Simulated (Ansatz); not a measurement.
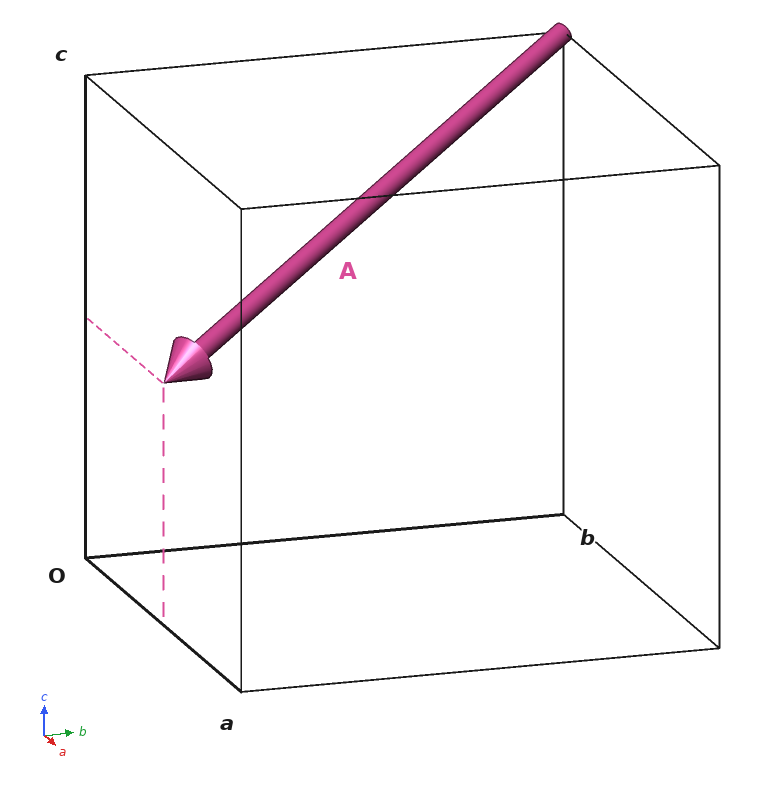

The arrow starts at a corner of the unit cell and ends on its surface; where a tip isn't a corner, dashed lines run from it parallel to the axes. Crystal: HfO2, the geometry relaxed with DFT PBE, scalar-relativistic, plane waves, PAW (Ansatz); the starting structure was generated, so it need not be a known form of this composition. All values are computed from the atomic coordinates in the standard setting (tolerance 0.002 Å).

a = 5.098 Å, b = 5.098 Å, c = 5.098 Å, α = 90.00°, β = 90.00°, γ = 90.00°.

**Index the direction.**

Arrow A runs from (0, 1, 1) to (1/2, 0, 1/2), so [1 −2 −1].

**How long is the vector ua + vb + wc?**

12.487 Å.
